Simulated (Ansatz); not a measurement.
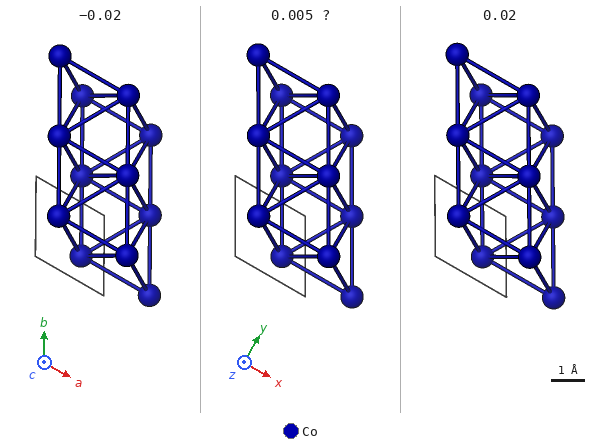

Energy scan for solid Co (P-3m1), in which the cell is strained along x alone, with the atoms kept at their fractional coordinates. x, y and z are the Cartesian axes of the input. Style: ball-and-stick. Shown: the cell of the calculation, repeated 2 × 3 × 2 with one cell outlined, along the c axis.

All numbers below come from DFT PBEsol, scalar-relativistic, plane waves, PAW (Ansatz 0.2.0). Set-up: plane-wave cutoff 420 eV; k-point mesh 24 × 24 × 12; occupations gaussian; smearing width 0.15 eV; collinear spin. Energies (free energies at the smearing named) are counted from the cell as listed in its source, which wasn't relaxed.

```tsv
strain	energy change (meV/atom)
−0.020	−6.8
−0.010	−4.8
0.000	0.0
0.005	?
0.015	11.8
0.020	16.8
```

**Estimate the missing energy from the other rows, and compare with the calculation.**

A straight line between the two neighbours gives 3.9 meV/atom. A cubic through the four nearest rows (−0.010, 0.000, 0.015, 0.020) gives, with Lagrange weights, (−0.1000)(−4.8) + (0.7500)(0.0) + (0.6000)(11.8) + (−0.2500)(16.8) = 3.4 meV/atom. The calculation gives 3.3 meV/atom, so the cubic is 0.1 meV/atom too high and the straight line 0.6 meV/atom too high, as the curve bends upwards here.

The whole profile:

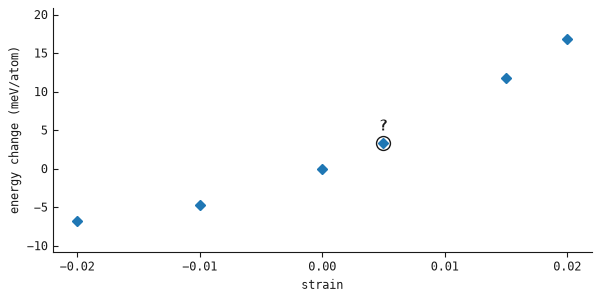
